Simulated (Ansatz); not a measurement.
**Geometry relaxation, with input and output: CsI**

System: CsI (Pm-3m, 2 atoms in the cell).
Method: DFT PBEsol, scalar-relativistic, plane waves, PAW, no spin polarisation (Ansatz 0.2.0).

The structure derives from an entry of the Crystallography Open Database. Figures and captions count atoms from 1; the log counts them from 0 in places.

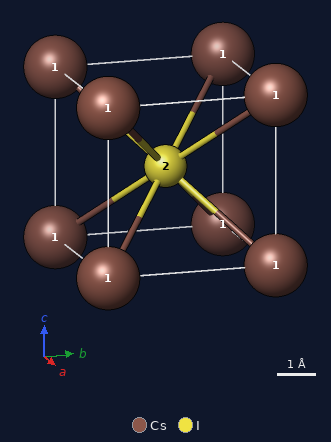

Fig. 1: The structure as given in the input (ball-and-stick view of the cell of the calculation, seen slightly off an axis; atoms are numbered from 1 in the order of the input). Near neighbours in the crystal (not all of them lie inside the picture): Cs has 8 I at 4.04 Å; I has 8 Cs at 4.04 Å.

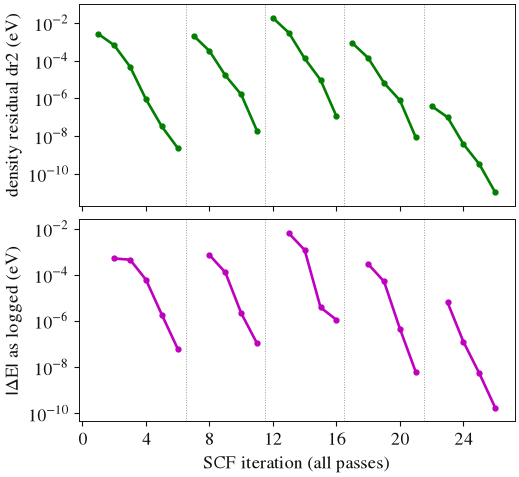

Fig. 2: Convergence of the self-consistent field: density residual dr2 and size of the energy change against the SCF iteration. The dotted lines part the SCF passes of the relaxation: geometry steps, rejected trials and re-solves on a re-selected basis. The 5 passes take 5 to 6 iterations each, 26 in all.

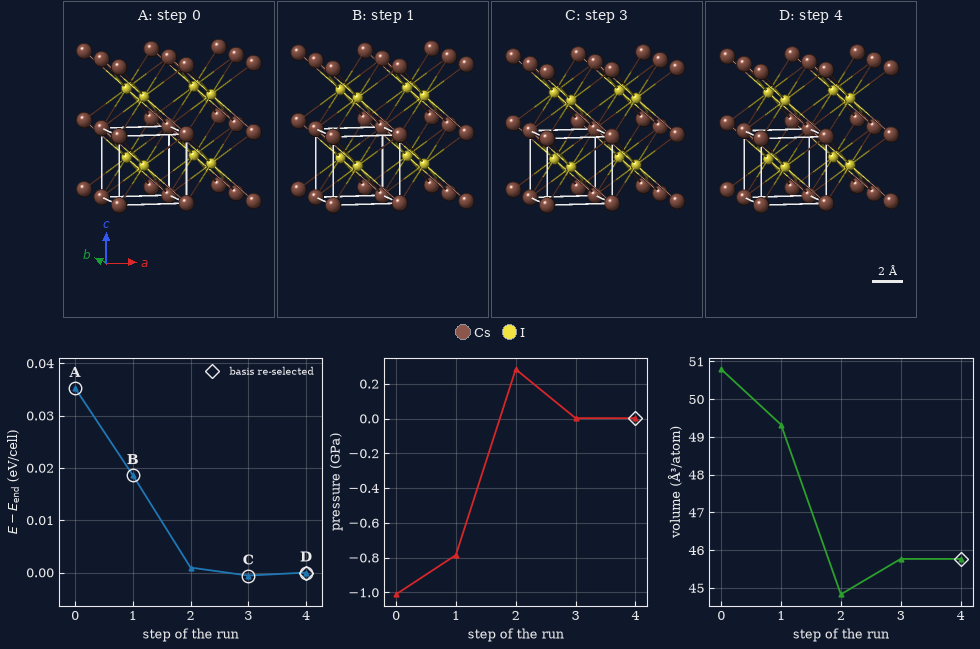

Fig. 3: Frames of the relaxation (ball-and-stick view of the cell of the calculation, repeated 2 × 2 × 2, seen slightly off an axis) above the curves, on which the letters mark them (the first geometry is step 0 here and step 1 in the log).

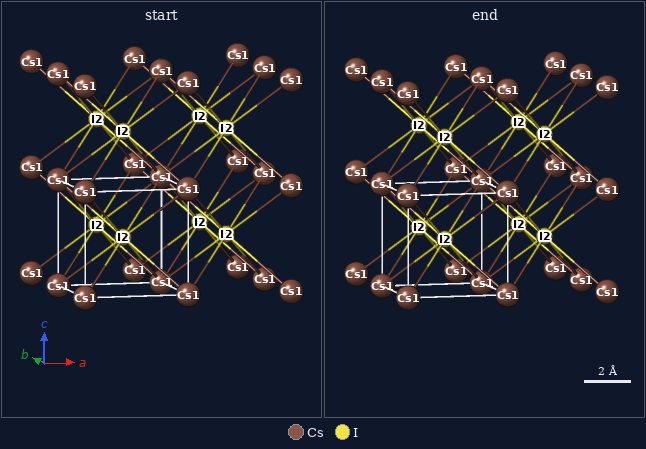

Fig. 4: Before (left) and after (right) the relaxation, at one scale (ball-and-stick view of the cell of the calculation, repeated 2 × 2 × 2, seen slightly off an axis). Over 3 geometry steps the energy falls by 35.9 meV per cell of the calculation. All forces vanish by symmetry, so only the cell relaxes. Pressure: −1.01 GPa at the start and 0.00 GPa at the end. No atom moves by more than 0.005 Å relative to the cell. The volume changes by −9.9 %, with a = b = c 4.666 → 4.507 Å (−3.4 %). Among the contacts that change: Cs1–I2 4.041 → 3.903 Å. The space group stays Pm-3m (No. 221). A last SCF at the same geometry on a re-selected plane-wave basis shifts the energy by +0.6 meV per cell of the calculation. (Atoms are counted from 1 in the order of the input.)

The input and output of the run follow.

Input file
```yaml
crystal:
  lattice:
    - [4.6660143501, 0.0, 0.0]
    - [0.0, 4.6660143501, 0.0]
    - [0.0, 0.0, 4.6660143501]
  atoms:
    - { symbol: Cs, position: [0.0, 0.0, 0.0] }
    - { symbol: I, position: [0.5, 0.5, 0.5] }
basis:
  ecutwfc: 420
kpoints:
  mp_grid: { grid: [6, 6, 6] }
hamiltonian:
  xc: pbesol
scf:
  occupations: { method: gaussian, width: 0.02 }
output:
  forces: true
  stress: true
  eigenvalues: true
relax:
  adjacent_minimum: "off"
  f_tol: 0.005
  max_steps: 50
  cell: { stress_tol: 0.05 }
```

Command:
```bash
ansatz run input.yaml --threads 1 --pin off --max-ram 2560MiB --backend cpu --events-out ev --progress --plain --runs-dir out
```

Output
```
Engine: ansatz 0.2.0, x86_64-unknown-linux-gnu
Pseudopotentials: kind: paw
Pseudopotential: Cs, paw, valence charge 9, recommended cutoff 420 eV (normal), Cs.paw.azcp
Pseudopotential: I, paw, valence charge 17, recommended cutoff 420 eV (normal), I.paw.azcp
Functional definition: PBEsol
  exchange = pbesol_x
  correlation = pbesol_c
Crystal: 2 atoms, lattice volume = 101.587 Å³
Basis set: ecut = 420 eV, 1935 PW (Γ), exchange–correlation on 64×64×64 points (8 copies of the dense FFT grid, shifted against one another)
Bands: 17, of which v1, the nominal top of the filled ones, is band 13 counted from 1 (12 counted from 0)
Symmetry: 48 space group operations
Space group: Pm-3m (ITA 221), of the structure as read, at distance tolerance 4.7e-5 Å
k-points: 20 of 216
Non-local potential: Cs, projectors of the file, l = 0: 3, l = 1: 2, l = 2: 2, l = 3: 2
Non-local potential: I, projectors of the file, l = 0: 2, l = 1: 2, l = 2: 2, l = 3: 2
PAW form: soft (Blöchl's): semilocal exchange-correlation on the pseudo side does not see the compensation charge
PAW frozen core: Cs, regenerated for the run's functional, and the local potential with it (the file was generated under x = pbe(κ = 0.804, μ = 0.2195149727645171), c = pbe(β = 0.06672455060314922))
PAW frozen core: I, regenerated for the run's functional, and the local potential with it (the file was generated under x = pbe(κ = 0.804, μ = 0.2195149727645171), c = pbe(β = 0.06672455060314922))
PAW one-centre angular grid: Cs, 194 points (default); XC on 64 Gauss nodes
PAW one-centre angular grid: I, 590 points (default); XC on 64 Gauss nodes
Initial density: superposition of atomic densities (neutral atoms: chi_scale 0, normalization atom), corrected by the library's trained network
Initial wavefunctions: pseudopotential atomic-orbital guess
Functional: x = pbesol(κ = 0.804, μ = 0.12345679012345678), c = pbesol(β = 0.046)
SCF iter   1: F=—  HF=-13021.136542 eV  |F-HF|=—  |Δ(HF+E_count)|=         —  Δρ=1.50e-3  dr2=2.58e-3  ethr=1.77e-3  ⟨swp⟩=9.4  Hψ=2074  notcnv=0
preconditioner: auto → Resta (q_TF=auto, 2.174 Å⁻¹)  ε∞=2.7  [insulator: Δε(μ)=3.519 eV  Ē_g=10.668 eV  σ=0.020 eV  W_gap=1.00  n_scr=18 (ndim 8)  ℏωp=13.8 eV  f_vac=0.035  D(μ)=0.00/eV (n_scr^D=0)  ε∞_Penn≈2.7]
SCF iter   2: F=—  HF=-13021.137049 eV  |F-HF|=—  |Δ(HF+E_count)|=   5.07e-4  Δρ=7.95e-4  dr2=6.56e-4  ethr=9.92e-6  ⟨swp⟩=3.4  Hψ=879  notcnv=0
SCF iter   3: F=—  HF=-13021.137499 eV  |F-HF|=—  |Δ(HF+E_count)|=   4.50e-4  Δρ=1.94e-4  dr2=4.73e-5  ethr=2.52e-6  ⟨swp⟩=2.0  Hψ=492  notcnv=0
SCF iter   4: F=—  HF=-13021.137560 eV  |F-HF|=—  |Δ(HF+E_count)|=   6.11e-5  Δρ=3.01e-5  dr2=8.94e-7  ethr=1.82e-7  ⟨swp⟩=2.0  Hψ=481  notcnv=0
iter 5 did not close the SCF: its close was put off for the readings that it lacked (scf_convergence_deferred on its scf_iter line)
SCF iter   5: F=-13021.137562 eV  HF=-13021.137562 eV  |F-HF|=5.19e-8  |Δ(HF+E_count)|=   1.87e-6  Δρ=4.77e-6  dr2=3.22e-8  ethr=3.44e-9  ⟨swp⟩=2.0  Hψ=505  notcnv=0
SCF iter   6: F=-13021.137562 eV  HF=-13021.137562 eV  |F-HF|=1.48e-9  |Δ(HF+E_count)|=   6.26e-8  Δρ=1.25e-6  dr2=2.34e-9  ethr=1.24e-10  ⟨swp⟩=4.4  Hψ=1692  notcnv=0
SCF 1 converged in 6 iterations: F = -13021.137562 eV  dr2 = 2.34e-9
  greatest PAW one-centre occupation: 0.999 electrons in one spin orbital (limit 2), on the I atom at site 1 (counted from 0), in its partial waves of l = 2
relax step   1: F+E_penalty+E_count = -13021.13756224 eV  Δ(F+E_penalty+E_count) = +0.000e0 eV  max|allowed force component| = 9.532e-30 eV/Å  Δτ_max = 0.0000 Å  P = -1.011 GPa  Ω = 101.587 Å³  (6 SCF iters, dr2 threshold 1.00e-7 eV, accepted)
Crystal: 2 atoms, lattice volume = 98.652 Å³
Initial density: handed on by an earlier stage of this run
Initial wavefunctions: those handed on with the density
iter 1 solved again at ethr=7.93e-6 eV; its pass at ethr=3.10e-3 eV (dr2=2.06e-3 eV) is discarded
SCF iter   1: F=—  HF=-13021.155071 eV  |F-HF|=—  |Δ(HF+E_count)|=         —  Δρ=8.27e-4  dr2=2.09e-3  ethr=7.93e-6  ⟨swp⟩=2.1  Hψ=2567  notcnv=0
preconditioner: auto → Resta (q_TF=auto, 2.185 Å⁻¹)  ε∞=2.7  [insulator: Δε(μ)=3.564 eV  Ē_g=10.695 eV  σ=0.020 eV  W_gap=1.00  n_scr=18 (ndim 8)  ℏωp=14.0 eV  f_vac=0.022  D(μ)=0.00/eV (n_scr^D=0)  ε∞_Penn≈2.7]
SCF iter   2: F=—  HF=-13021.154354 eV  |F-HF|=—  |Δ(HF+E_count)|=   7.17e-4  Δρ=3.21e-4  dr2=3.25e-4  ethr=7.93e-6  ⟨swp⟩=2.0  Hψ=480  notcnv=0
SCF iter   3: F=—  HF=-13021.154228 eV  |F-HF|=—  |Δ(HF+E_count)|=   1.27e-4  Δρ=1.03e-4  dr2=1.65e-5  ethr=1.25e-6  ⟨swp⟩=2.4  Hψ=457  notcnv=0
SCF iter   4: F=—  HF=-13021.154230 eV  |F-HF|=—  |Δ(HF+E_count)|=   2.18e-6  Δρ=3.36e-5  dr2=1.60e-6  ethr=6.35e-8  ⟨swp⟩=2.5  Hψ=498  notcnv=0
SCF iter   5: F=-13021.154230 eV  HF=-13021.154230 eV  |F-HF|=3.72e-8  |Δ(HF+E_count)|=   1.06e-7  Δρ=4.86e-6  dr2=1.88e-8  ethr=7.69e-10  ⟨swp⟩=7.2  Hψ=1756  notcnv=0
SCF 2 converged in 5 iterations: F = -13021.154230 eV  dr2 = 1.88e-8
relax step   2: F+E_penalty+E_count = -13021.15423003 eV  Δ(F+E_penalty+E_count) = -1.667e-2 eV  max|allowed force component| = 1.643e-30 eV/Å  Δτ_max = 0.0000 Å  P = -0.785 GPa  Ω = 98.652 Å³  energy of the carried Pulay correction = +1.543e-4 eV  (5 SCF iters, dr2 threshold 2.00e-7 eV, accepted)
Crystal: 2 atoms, lattice volume = 89.664 Å³
Basis set: ecut = 420 eV, 1743 PW (Γ), exchange–correlation on 64×64×64 points (8 copies of the dense FFT grid, shifted against one another)
iter 1 solved again at ethr=7.05e-5 eV; its pass at ethr=3.10e-3 eV (dr2=1.83e-2 eV) is discarded
SCF iter   1: F=—  HF=-13021.179345 eV  |F-HF|=—  |Δ(HF+E_count)|=         —  Δρ=2.63e-3  dr2=1.83e-2  ethr=7.05e-5  ⟨swp⟩=2.1  Hψ=2606  notcnv=0
preconditioner: auto → Resta (q_TF=auto, 2.220 Å⁻¹)  ε∞=2.8  [insulator: Δε(μ)=3.789 eV  Ē_g=10.812 eV  σ=0.020 eV  W_gap=1.00  n_scr=18 (ndim 8)  ℏωp=14.7 eV  f_vac=0.001  D(μ)=0.00/eV (n_scr^D=0)  ε∞_Penn≈2.8]
SCF iter   2: F=—  HF=-13021.173067 eV  |F-HF|=—  |Δ(HF+E_count)|=   6.28e-3  Δρ=1.05e-3  dr2=3.01e-3  ethr=7.03e-5  ⟨swp⟩=3.0  Hψ=526  notcnv=0
SCF iter   3: F=—  HF=-13021.171886 eV  |F-HF|=—  |Δ(HF+E_count)|=   1.18e-3  Δρ=3.13e-4  dr2=1.30e-4  ethr=1.16e-5  ⟨swp⟩=2.9  Hψ=536  notcnv=0
SCF iter   4: F=—  HF=-13021.171890 eV  |F-HF|=—  |Δ(HF+E_count)|=   3.84e-6  Δρ=8.74e-5  dr2=9.46e-6  ethr=5.00e-7  ⟨swp⟩=2.4  Hψ=475  notcnv=0
SCF iter   5: F=-13021.171891 eV  HF=-13021.171891 eV  |F-HF|=2.18e-7  |Δ(HF+E_count)|=   1.12e-6  Δρ=1.18e-5  dr2=1.13e-7  ethr=7.69e-10  ⟨swp⟩=5.8  Hψ=1964  notcnv=0
SCF 3 converged in 5 iterations: F = -13021.171891 eV  dr2 = 1.13e-7
relax step   3: F+E_penalty+E_count = -13021.17189140 eV  Δ(F+E_penalty+E_count) = -1.766e-2 eV  max|allowed force component| = 4.142e-30 eV/Å  Δτ_max = 0.0000 Å  P = +0.284 GPa  Ω = 89.664 Å³  energy of the carried Pulay correction = +6.563e-4 eV  (5 SCF iters, dr2 threshold 2.00e-7 eV, accepted)
Crystal: 2 atoms, lattice volume = 91.540 Å³
Basis set: ecut = 420 eV, 1791 PW (Γ), exchange–correlation on 64×64×64 points (8 copies of the dense FFT grid, shifted against one another)
iter 1 solved again at ethr=3.18e-6 eV; its pass at ethr=3.10e-3 eV (dr2=8.26e-4 eV) is discarded
SCF iter   1: F=—  HF=-13021.173766 eV  |F-HF|=—  |Δ(HF+E_count)|=         —  Δρ=5.64e-4  dr2=8.61e-4  ethr=3.18e-6  ⟨swp⟩=2.1  Hψ=2556  notcnv=0
preconditioner: auto → Resta (q_TF=auto, 2.212 Å⁻¹)  ε∞=2.8  [insulator: Δε(μ)=3.874 eV  Ē_g=10.830 eV  σ=0.020 eV  W_gap=1.00  n_scr=18 (ndim 8)  ℏωp=14.5 eV  f_vac=0.005  D(μ)=0.00/eV (n_scr^D=0)  ε∞_Penn≈2.8]
SCF iter   2: F=—  HF=-13021.173475 eV  |F-HF|=—  |Δ(HF+E_count)|=   2.91e-4  Δρ=2.26e-4  dr2=1.38e-4  ethr=3.18e-6  ⟨swp⟩=2.0  Hψ=441  notcnv=0
SCF iter   3: F=—  HF=-13021.173423 eV  |F-HF|=—  |Δ(HF+E_count)|=   5.12e-5  Δρ=6.87e-5  dr2=6.56e-6  ethr=5.32e-7  ⟨swp⟩=2.4  Hψ=449  notcnv=0
SCF iter   4: F=—  HF=-13021.173423 eV  |F-HF|=—  |Δ(HF+E_count)|=   4.60e-7  Δρ=2.48e-5  dr2=7.84e-7  ethr=2.52e-8  ⟨swp⟩=2.9  Hψ=564  notcnv=0
SCF iter   5: F=-13021.173423 eV  HF=-13021.173423 eV  |F-HF|=1.52e-8  |Δ(HF+E_count)|=   6.16e-9  Δρ=3.39e-6  dr2=8.52e-9  ethr=7.69e-10  ⟨swp⟩=6.7  Hψ=1618  notcnv=0
SCF 4 converged in 5 iterations: F = -13021.173423 eV  dr2 = 8.52e-9
relax step   4: F+E_penalty+E_count = -13021.17342301 eV  Δ(F+E_penalty+E_count) = -1.532e-3 eV  max|allowed force component| = 1.479e-29 eV/Å  Δτ_max = 0.0000 Å  P = +0.003 GPa  Ω = 91.540 Å³  energy of the carried Pulay correction = +5.476e-4 eV  (5 SCF iters, dr2 threshold 2.00e-7 eV, accepted)
Initial wavefunctions: pseudopotential atomic-orbital guess (no wavefunctions were taken with the density)
iter 1 solved again at ethr=1.68e-6 eV; its pass at ethr=3.10e-3 eV (dr2=4.38e-4 eV) is discarded
SCF iter   1: F=—  HF=-13021.172841 eV  |F-HF|=—  |Δ(HF+E_count)|=         —  Δρ=5.25e-5  dr2=3.88e-7  ethr=1.68e-6  ⟨swp⟩=2.6  Hψ=2801  notcnv=0
eigensolver tolerance schedule: the retry pair's looser diagonalisation over-reported the residual by 1128.16 of it (diagonalisation noise at 1.58 of the residual, at the tolerance the schedule requests for it); recorded, not acted on — ethr = c·dr2/N_el stays at c = 1.0e-1
preconditioner: auto → Resta (q_TF=auto, 2.212 Å⁻¹)  ε∞=2.8  [insulator: Δε(μ)=3.846 eV  Ē_g=10.821 eV  σ=0.020 eV  W_gap=1.00  n_scr=18 (ndim 8)  ℏωp=14.5 eV  f_vac=0.007  D(μ)=0.00/eV (n_scr^D=0)  ε∞_Penn≈2.8]
SCF iter   2: F=—  HF=-13021.172848 eV  |F-HF|=—  |Δ(HF+E_count)|=   6.38e-6  Δρ=2.57e-5  dr2=1.00e-7  ethr=1.49e-9  ⟨swp⟩=2.9  Hψ=688  notcnv=0
SCF iter   3: F=—  HF=-13021.172848 eV  |F-HF|=—  |Δ(HF+E_count)|=   1.26e-7  Δρ=4.31e-6  dr2=3.76e-9  ethr=3.85e-10  ⟨swp⟩=2.0  Hψ=600  notcnv=0
SCF iter   4: F=—  HF=-13021.172848 eV  |F-HF|=—  |Δ(HF+E_count)|=   5.40e-9  Δρ=8.00e-7  dr2=3.27e-10  ethr=1.45e-11  ⟨swp⟩=2.0  Hψ=480  notcnv=0
SCF iter   5: F=-13021.172848 eV  HF=-13021.172848 eV  |F-HF|=9.09e-12  |Δ(HF+E_count)|=  1.78e-10  Δρ=8.57e-8  dr2=1.06e-11  ethr=1.00e-12  ⟨swp⟩=5.9  Hψ=1998  notcnv=0
SCF 5 converged in 5 iterations: F = -13021.172848 eV  dr2 = 1.06e-11
relax step   5: F+E_penalty+E_count = -13021.17284769 eV  Δ(F+E_penalty+E_count) = +5.753e-4 eV  max|allowed force component| = 3.665e-30 eV/Å  Δτ_max = 0.0000 Å  P = +0.003 GPa  Ω = 91.540 Å³  stress off target by 2.52e-3 GPa  SCF on the basis re-selected at this cell (its energy is not comparable with the rows above)  (5 SCF iters)
basis re-selected at this cell: Δ(F+E_penalty+E_count) = +5.753e-4 eV, ΔP = -0.000 GPa vs the last step (what re-selecting the basis moved, of the pressure what is left beyond the Pulay correction that the steps carried, after the strain that the cell walked since its last selection, with what the two solves' SCF thresholds leave and, on support functions, any second-order correction that the steps lacked; it is no measure of the basis error at this ecutwfc). This SCF's stress stands 2.52e-3 GPa from its target on what of the cell is left free (relax.cell.stress_tol is 5.00e-2 GPa) and its largest allowed force component is 3.66e-30 eV/Å (relax.f_tol is 5.00e-3 eV/Å): within both
SCF converged after 5 iterations
Free energy (F): -13021.172848 eV
Harris-Foulkes:  -13021.172848 eV  (|F-HF|=9.09e-12)
Internal energy: -13021.172848 eV  (E = F + TS)
E sigma→0 (E₀):  -13021.172848 eV
Fermi energy:    6.153140 eV
--- Per-component energies (eV) ---
  E_band       = -427.798060
  E_kinetic    = 332.274222
  E_local      = -2405.499445  (includes V_loc(G=0)·N_el)
  E_nonlocal   = -57.073008
  E_hartree    = 1198.999654
  E_xc         = -300.494126
  E_vxc        = -255.444112  (∫ρ·V_xc dr)
  E_paw        = -9720.812795  (= ΣΔE_a)
  E_vpaw       = -440.055079  (= ΣTr[D̂ρ^β])
  E_aug_tail   = 0.000014  (compensation charges beyond the density's cutoff)
  E_ewald      = -2069.123666
  E_core_change = 0.556302  (= ΣΔE_core)
  E_smearing   = -0.000000  (= −TS)
  E_closure    = 0.000000  (closes the sum)
  Σ components = -13021.172848   (vs F -13021.172848, Δ=0.00e0)
--- Forces (eV/Å), atoms counted from 1 ---
  atom   1  Cs     0.00000000    -0.00000000     0.00000000
  atom   2  I      0.00000000    -0.00000000    -0.00000000
  max |Σ_I F_I| component: 7.40e-30 eV/Å
--- Stress (GPa, compression-positive) ---
        0.002516      -0.000000       0.000000
       -0.000000       0.002516      -0.000000
        0.000000      -0.000000       0.002516
  P = ⅓ Tr σ = 0.0025 GPa (0.025 kbar)
--- Band table (eV; the first three rows and the last of 20) ---
  k-point 0: bands = ["-38.6693", "-38.6693", "-38.6693", "-38.6677", "-38.6677", "-16.0670", "-6.5265", "-2.7424", "-2.7424", "-2.7424", "4.1510", "4.1510", "4.1510", "8.0761", "8.2625", "8.2625", "12.0832"]
  k-point 1: bands = ["-38.6694", "-38.6694", "-38.6693", "-38.6677", "-38.6677", "-16.0595", "-6.5306", "-2.7872", "-2.7234", "-2.7234", "3.6296", "4.1063", "4.1063", "8.4340", "8.6516", "8.9535", "11.9735"]
  k-point 2: bands = ["-38.6694", "-38.6694", "-38.6693", "-38.6677", "-38.6676", "-16.0443", "-6.5418", "-2.8606", "-2.6845", "-2.6845", "2.8579", "4.0138", "4.0138", "8.9112", "9.8671", "10.3528", "11.6098"]
  k-point 19: bands = ["-38.6694", "-38.6694", "-38.6694", "-38.6674", "-38.6674", "-15.9847", "-6.2195", "-3.0299", "-3.0299", "-3.0299", "2.8029", "2.8029", "2.8029", "11.4303", "11.4303", "11.4303", "12.2445"]
--- Relaxed structure (4 steps of the walk, 4 accepted, 1 SCFs on fresh bases) ---
  F+E_penalty+E_count = -13021.17284769 eV   max|allowed force component| = 3.665e-30 eV/Å   (the final SCF, on the basis selected at the relaxed cell)
  cell:  # Å, volume = 91.5396 Å³
    - [4.506814347926245, -2.1205291158513627e-33, -9.62964972193618e-34]
    - [-6.620384183831122e-35, 4.506814347926245, 1.2839532962581572e-34]
    - [-9.62964972193618e-34, 1.2839532962581572e-34, 4.506814347926244]
  atoms:
    - { symbol: Cs, position: [7.758272395286413e-46, -5.2669509171783124e-36, -5.159462123076851e-36] }
    - { symbol: I, position: [0.5, 0.5, 0.5] }
```

Trajectory as extended XYZ (Å, eV, eV/Å), 5 frames, from step=1 to step=5
```
2
Lattice="4.6660 0.0000 0.0000 0.0000 4.6660 0.0000 0.0000 0.0000 4.6660" Properties=species:S:1:pos:R:3:forces:R:3 step=1 energy=-13021.13756 pressure_GPa=-1.01
Cs    0.0000    0.0000    0.0000    0.0000   0.0000   0.0000
I     2.3330    2.3330    2.3330    0.0000   0.0000   0.0000
2
Lattice="4.6206 0.0000 0.0000 0.0000 4.6206 0.0000 0.0000 0.0000 4.6206" Properties=species:S:1:pos:R:3:forces:R:3 step=2 energy=-13021.15423 pressure_GPa=-0.78
Cs    0.0000    0.0000    0.0000    0.0000   0.0000   0.0000
I     2.3103    2.3103    2.3103    0.0000   0.0000   0.0000
2
Lattice="4.4758 0.0000 0.0000 0.0000 4.4758 0.0000 0.0000 0.0000 4.4758" Properties=species:S:1:pos:R:3:forces:R:3 step=3 energy=-13021.17189 pressure_GPa=0.28
Cs    0.0000    0.0000    0.0000    0.0000   0.0000   0.0000
I     2.2379    2.2379    2.2379    0.0000   0.0000   0.0000
2
Lattice="4.5068 0.0000 0.0000 0.0000 4.5068 0.0000 0.0000 0.0000 4.5068" Properties=species:S:1:pos:R:3:forces:R:3 step=4 energy=-13021.17342 pressure_GPa=0.00
Cs    0.0000    0.0000    0.0000    0.0000   0.0000   0.0000
I     2.2534    2.2534    2.2534    0.0000   0.0000   0.0000
2
Lattice="4.5068 0.0000 0.0000 0.0000 4.5068 0.0000 0.0000 0.0000 4.5068" Properties=species:S:1:pos:R:3:forces:R:3 step=5 energy=-13021.17285 pressure_GPa=0.00
Cs    0.0000    0.0000    0.0000    0.0000   0.0000   0.0000
I     2.2534    2.2534    2.2534    0.0000   0.0000   0.0000
```

Results in brief

- outcome: converged
- space group (tolerance 0.01 Å): Pm-3m (221)
- electrons treated: 26
- free energy: −13021.1728 eV
- Fermi energy: 6.153 eV
- gap on the k-point mesh: 3.85 eV
- pressure: 0.00 GPa
- final volume: 91.54 Å³
- largest force (length of the vector) at the end: under 0.001 eV/Å
- final cell: a = 4.507 Å, b = 4.507 Å, c = 4.507 Å, α = 90.00°, β = 90.00°, γ = 90.00°
- hardware: 1 thread of Intel Xeon (Granite Rapids), 64 GiB of memory available, shared host
- wall time: 8.2 s
- peak memory: 0.44 GiB
